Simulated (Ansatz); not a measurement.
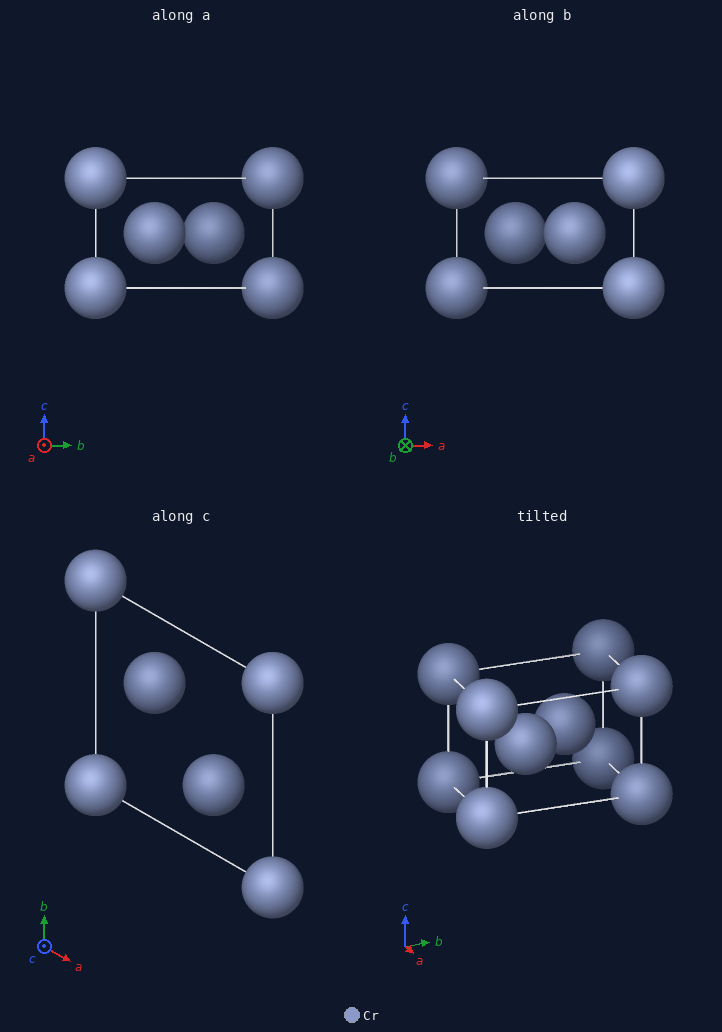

Crystal structure, spheres-only style, seen along the a axis, along the b axis, along the c axis and slightly off an axis. The lines enclose the conventional unit cell; boundary atoms appear with their images.

Lattice parameters: a = 4.290 Å, b = 4.290 Å, c = 2.306 Å, α = 90.00°, β = 90.00°, γ = 120.00°.

Set out the cell and atoms as a table of Wyckoff sites.

Space group P6/mmm (No. 191).
```csv
atom,site,x,y,z
Cr,1a,0.0000,0.0000,0.0000
Cr,2d,0.3333,0.6667,0.5000
```

It goes back to a structure type filled with this element by a generator (whether the element takes this form wasn't checked). Earlier steps of the study may have refined or changed the cell and positions. A calculation with Ansatz used it as input.
